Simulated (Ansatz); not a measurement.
**Run report: Sb, single-point calculation (part 2 of 2)**

Continued. System: Sb (slab, 6 atoms in the cell). Method: DFT, PBE, all-electron LAPW, scalar-relativistic, no spin polarisation (Ansatz 0.2.0); 11×11×1 k-mesh, Fermi–Dirac smearing of 0.1 eV. 

Geometry of the input (Å; fractional positions):
```
3.3888  0.0000  0.0000
-1.6944  2.9348  0.0000
0.0000  0.0000  29.8349
Sb 0.1667  0.3333  0.2681
Sb 0.5000  1.0000  0.3609
Sb 0.8333  0.6667  0.4536
Sb 0.1667  0.3333  0.5464
Sb 0.5000  1.0000  0.6391
Sb 0.8333  0.6667  0.7319
```

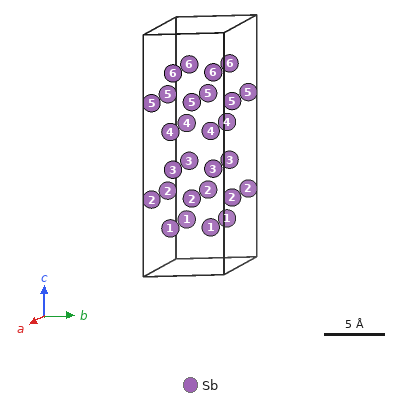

**Figure 1.** The structure as given in the input (spheres-only view of the 2 × 2 repeat of the cell, with the vacuum cut short, seen slightly off an axis; atoms are numbered from 1 in the order of the input).

**The program's output, continued**
```
  k-point 15: bands = ["-138.5919", "-138.5919", "-138.5048", "-138.5048", "-138.4254", "-138.4254", "-91.5615", "-91.5615", "-91.5603", "-91.5603", "-91.5601", "-91.5601", "-91.4752", "-91.4751", "-91.4729", "-91.4728", "-91.4727", "-91.4726", "-91.4003", "-91.4003", "-91.4001", "-91.4001", "-91.3754", "-91.3754", "-23.3715", "-23.3701", "-23.3657", "-23.3647", "-23.3606", "-23.3600", "-23.3475", "-23.3460", "-23.3375", "-23.3374", "-23.2927", "-23.2869", "-23.2818", "-23.2708", "-23.2647", "-23.2537", "-23.2518", "-23.2510", "-23.2410", "-23.2384", "-23.1933", "-23.1933", "-23.1798", "-23.1798", "-23.1748", "-23.1748", "-23.1744", "-23.1744", "-23.1518", "-23.1518", "-2.3128", "-2.2565", "-2.0862", "-1.8537", "-1.6495", "-1.6092", "1.4933", "1.9997", "2.1656", "2.2870", "2.6004", "2.6514", "3.1023", "3.6185", "3.6470", "3.7008", "4.3121", "4.9444", "6.2127", "6.2807", "6.9701", "7.0647", "7.5876", "7.7577", "11.3789", "11.6054", "12.4572", "12.5704", "12.6534"]
--- Löwdin populations: 6 sites ---
  site symbol       q [e]
     0     Sb     50.9687
     1     Sb     50.9169
     2     Sb     50.9429
     3     Sb     50.9429
     4     Sb     50.9169
     5     Sb     50.9687
  spilling = 0.001121 (of n_electrons = 306.000000)
```

**File dos.tsv**
```
# E-E_F[eV]	g_bin_mean(E)[states/eV]	N(E)
# format = ansatz-dos/2
# fermi_ev = 6.004343
# fermi_mp_grid = 11 11 1
# fermi_mp_shift = 0 0 0
# tetrahedron_fermi_ev = 6.000771
# g_bin_mean(E): the states in a bin one row spacing wide, centred on E, divided by that spacing. States that the method places at a single energy (under output.dos.method: tetrahedron, those of a tetrahedron whose four corners have one energy) are counted whole in the row whose bin holds that energy (on the edge of two bins, in the lower row). The sum of g_bin_mean over a run of rows, times the row spacing, is the number of states from half a spacing under the first of them to half a spacing over the last (a plain sum, not the trapezoid rule).
-14.000000	0.000000e0	1.080000e2
-13.800000	0.000000e0	1.080000e2
-13.600000	0.000000e0	1.080000e2
-13.400000	0.000000e0	1.080000e2
-13.200000	0.000000e0	1.080000e2
-13.000000	0.000000e0	1.080000e2
-12.800000	0.000000e0	1.080000e2
-12.600000	2.582123e-1	1.080056e2
-12.400000	3.946872e-1	1.080890e2
-12.200000	8.093902e-1	1.082040e2
-12.000000	8.326810e-1	1.083729e2
-11.800000	8.729036e-1	1.085476e2
-11.600000	1.225820e0	1.087471e2
-11.400000	1.305072e0	1.090067e2
-11.200000	1.311068e0	1.092725e2
-11.000000	1.377633e0	1.095331e2
-10.800000	1.801989e0	1.098614e2
-10.600000	1.819573e0	1.102184e2
-10.400000	1.812590e0	1.105821e2
-10.200000	1.916747e0	1.109508e2
-10.000000	2.386750e0	1.113904e2
-9.800000	2.466343e0	1.118675e2
-9.600000	2.569354e0	1.123717e2
-9.400000	3.092273e0	1.129070e2
-9.200000	3.560873e0	1.135962e2
-9.000000	3.756205e0	1.143765e2
-8.800000	3.803670e0	1.150962e2
-8.600000	3.281026e0	1.158050e2
-8.400000	3.935466e0	1.164842e2
-8.200000	3.032085e0	1.172453e2
-8.000000	3.776933e0	1.178054e2
-7.800000	3.013193e0	1.186040e2
-7.600000	5.279904e0	1.193985e2
-7.400000	3.075599e-1	1.200000e2
-7.200000	0.000000e0	1.200000e2
-7.000000	0.000000e0	1.200000e2
-6.800000	0.000000e0	1.200000e2
-6.600000	0.000000e0	1.200000e2
-6.400000	0.000000e0	1.200000e2
-6.200000	0.000000e0	1.200000e2
-6.000000	0.000000e0	1.200000e2
-5.800000	0.000000e0	1.200000e2
-5.600000	0.000000e0	1.200000e2
-5.400000	3.783560e-1	1.200000e2
-5.200000	5.978799e-1	1.201236e2
-5.000000	1.128748e0	1.203079e2
-4.800000	1.774041e0	1.206120e2
-4.600000	1.866699e0	1.209476e2
-4.400000	2.713799e0	1.214224e2
-4.200000	3.445852e0	1.219818e2
-4.000000	4.243475e0	1.228315e2
-3.800000	5.377472e0	1.237120e2
-3.600000	4.440385e0	1.248107e2
-3.400000	4.002722e0	1.255707e2
-3.200000	4.578688e0	1.264464e2
-3.000000	3.882468e0	1.273236e2
-2.800000	2.517657e0	1.279440e2
-2.600000	2.306453e0	1.284244e2
-2.400000	2.808654e0	1.288684e2
-2.200000	3.034292e0	1.294907e2
-2.000000	4.191655e0	1.302538e2
-1.800000	4.269266e0	1.311388e2
-1.600000	3.287539e0	1.318608e2
-1.400000	3.102016e0	1.324822e2
-1.200000	3.116347e0	1.330940e2
-1.000000	3.865729e0	1.337891e2
-0.800000	3.766181e0	1.345778e2
-0.600000	3.625698e0	1.353050e2
-0.400000	3.910361e0	1.360236e2
-0.200000	5.666610e0	1.370625e2
0.000000	4.260518e0	1.380149e2
0.200000	5.113146e0	1.388616e2
0.400000	4.788807e0	1.399343e2
0.600000	4.640897e0	1.408669e2
0.800000	5.153193e0	1.418514e2
1.000000	5.559100e0	1.429262e2
1.200000	5.263537e0	1.440295e2
1.400000	4.798215e0	1.450295e2
1.600000	4.770690e0	1.459849e2
1.800000	4.335229e0	1.468731e2
2.000000	4.534695e0	1.477699e2
2.200000	4.572915e0	1.486698e2
2.400000	4.333328e0	1.495822e2
2.600000	4.392059e0	1.504345e2
2.800000	4.152242e0	1.513239e2
3.000000	3.517651e0	1.520721e2
3.200000	3.411845e0	1.527575e2
3.400000	3.143744e0	1.534331e2
3.600000	2.570812e0	1.539892e2
3.800000	2.560104e0	1.544940e2
4.000000	2.327666e0	1.550005e2
4.200000	2.247061e0	1.554404e2
4.400000	1.498182e0	1.558041e2
4.600000	1.861563e0	1.561385e2
4.800000	3.150168e0	1.565913e2
5.000000	4.517854e0	1.573931e2
5.200000	4.534915e0	1.583209e2
5.400000	4.399478e0	1.593714e2
5.600000	5.170757e0	1.600531e2
5.800000	3.104190e0	1.610653e2
6.000000	2.951023e0	1.615931e2
6.200000	4.093473e0	1.622413e2
6.400000	4.395960e0	1.631396e2
6.600000	3.584888e0	1.639388e2
6.800000	4.194679e0	1.647579e2
7.000000	2.625705e0	1.653959e2
7.200000	6.806608e-1	1.657923e2
7.400000	2.515688e-1	1.658487e2
7.600000	6.384338e-1	1.659003e2
7.800000	0.000000e0	1.660000e2
8.000000	0.000000e0	1.660000e2
```

**File populations.tsv**
```
# site	symbol	l	j	q
# orbitals = lowdin
# n_electrons = 306.000000
# spilling = 0.001121
# projection_atom_Sb: 1s2 2s2 2p6 3s2 3p6 3d10 4s2 4p6 4d10 5s2 5p3
0	Sb	0_1S	-	2.000000
0	Sb	0_2S	-	1.999993
0	Sb	0_3S	-	1.999888
0	Sb	0_4S	-	1.998465
0	Sb	0_5S	-	1.913425
0	Sb	1_2P	-	6.000000
0	Sb	1_3P	-	5.999991
0	Sb	1_4P	-	5.998979
0	Sb	1_5P	-	3.058925
0	Sb	2_3D	-	10.000000
0	Sb	2_4D	-	9.999017
1	Sb	0_1S	-	2.000000
1	Sb	0_2S	-	1.999994
1	Sb	0_3S	-	1.999904
1	Sb	0_4S	-	1.998694
1	Sb	0_5S	-	1.922350
1	Sb	1_2P	-	6.000000
1	Sb	1_3P	-	5.999988
1	Sb	1_4P	-	5.998677
1	Sb	1_5P	-	2.998423
1	Sb	2_3D	-	10.000000
1	Sb	2_4D	-	9.998917
2	Sb	0_1S	-	2.000000
2	Sb	0_2S	-	1.999993
2	Sb	0_3S	-	1.999888
2	Sb	0_4S	-	1.998476
2	Sb	0_5S	-	1.910955
2	Sb	1_2P	-	6.000000
2	Sb	1_3P	-	5.999988
2	Sb	1_4P	-	5.998663
2	Sb	1_5P	-	3.036065
2	Sb	2_3D	-	10.000000
2	Sb	2_4D	-	9.998874
3	Sb	0_1S	-	2.000000
3	Sb	0_2S	-	1.999993
3	Sb	0_3S	-	1.999888
3	Sb	0_4S	-	1.998476
3	Sb	0_5S	-	1.910955
3	Sb	1_2P	-	6.000000
3	Sb	1_3P	-	5.999988
3	Sb	1_4P	-	5.998663
3	Sb	1_5P	-	3.036065
3	Sb	2_3D	-	10.000000
3	Sb	2_4D	-	9.998874
4	Sb	0_1S	-	2.000000
4	Sb	0_2S	-	1.999994
4	Sb	0_3S	-	1.999904
4	Sb	0_4S	-	1.998694
4	Sb	0_5S	-	1.922350
4	Sb	1_2P	-	6.000000
4	Sb	1_3P	-	5.999988
4	Sb	1_4P	-	5.998677
4	Sb	1_5P	-	2.998423
4	Sb	2_3D	-	10.000000
4	Sb	2_4D	-	9.998917
5	Sb	0_1S	-	2.000000
5	Sb	0_2S	-	1.999993
5	Sb	0_3S	-	1.999888
5	Sb	0_4S	-	1.998465
5	Sb	0_5S	-	1.913425
5	Sb	1_2P	-	6.000000
5	Sb	1_3P	-	5.999991
5	Sb	1_4P	-	5.998979
5	Sb	1_5P	-	3.058925
5	Sb	2_3D	-	10.000000
5	Sb	2_4D	-	9.999017
```

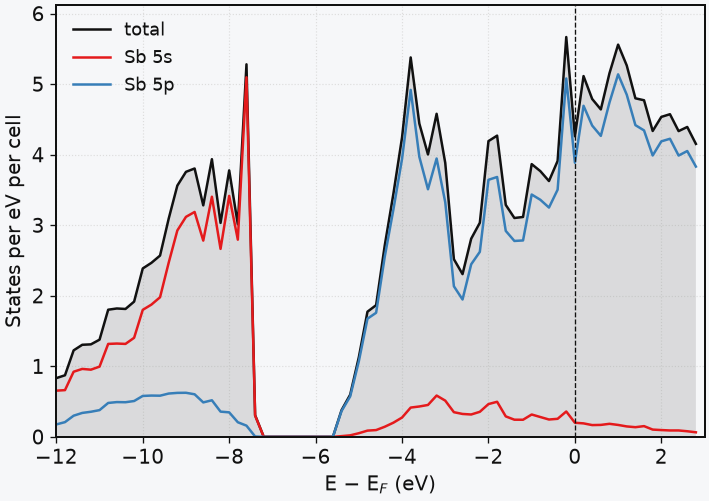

**Figure 2.** Density of states (projected on atomic shells), with energies from the Fermi level. There are states at the Fermi level: a metal at this level of theory.

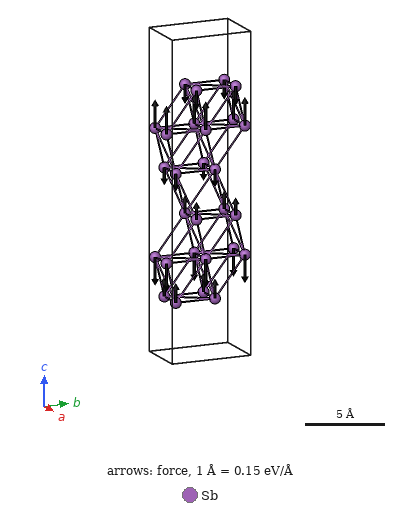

**Figure 3.** Forces on the atoms as black arrows (ball-and-stick view of the 2 × 2 repeat of the cell, with the vacuum cut short, seen slightly off an axis). The largest act on Sb2, Sb5 (0.28 eV/Å); Sb1, Sb6 (0.19 eV/Å); Sb3, Sb4 (0.17 eV/Å). Atoms are counted from 1 in the order of the input and aren't labelled in the picture. The geometry is not a stationary point of this energy.

**Summary**

| quantity | value |
| --- | --- |
| outcome | converged |
| electrons in bands (core shells apart) | 138 |
| free energy | −1058206.9085 eV |
| Fermi energy | 6.004 eV |
| electronic character | metal |
| largest force (length of the vector) | 0.277 eV/Å |
| wall time | 20 s (CPU time 40 s) |
| peak memory | 0.7 GiB |
